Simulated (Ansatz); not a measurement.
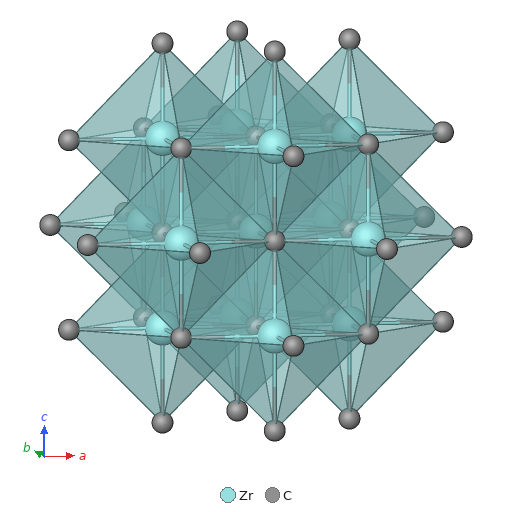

System: ZrC, space group Fm-3m (No. 225). The picture shows the conventional cell.

Structure:
```
Zr C
1.0
     0.00000    2.35021    2.35021
     2.35021    0.00000    2.35021
     2.35021    2.35021    0.00000
Zr C
1 1
Direct
  0.50000 0.50000 0.50000
  0.00000 0.00000 0.00000
```

Computed with Ansatz 0.2.0: periodic Kohn-Sham DFT of a crystal at fixed atoms, scaled to the stated factor times the given cell; pressure positive in compression, energy less spherical unpolarised free atoms. Level: PBE.

```json
{"setting": "method", "value": "all-electron LAPW"}
{"setting": "relativity", "value": "scalar"}
{"setting": "k mesh", "value": "15×15×15"}
{"setting": "occupations", "value": "Fermi–Dirac"}
{"setting": "smearing width", "value": "0.05 eV"}
{"setting": "basis error target", "value": "0.25 (meV/atom)"}
{"setting": "nucleus", "value": "Gaussian"}
```

V(given) is 12.98 Å³/atom.

Describe the result: the energy less free atoms and pressure against V/V(given). The V/V(given) takes the values 0.9400, 0.9405, 0.9600, 0.9700, 0.9800, 0.9900, 1.0000, 1.0100, 1.0200, 1.0300, 1.0400, 1.0600.

A third-order Birch–Murnaghan fit gives V0 = 13.05 Å³/atom, B0 = 222 GPa and B′ = 4.1. The energy less free atoms is −9.0823 eV/atom at V/V(given) 0.9400 and −9.1010 eV/atom at 1.0600; the lowest computed point is at V/V(given) 1.0100 (−9.1251 eV/atom), in a single well. The pressure falls from 17.1 GPa at V/V(given) 0.9400 to −10.5 GPa at 1.0600, and changes sign near 1.006.

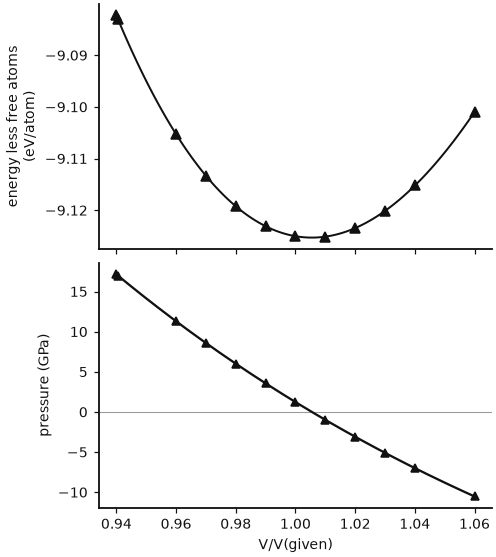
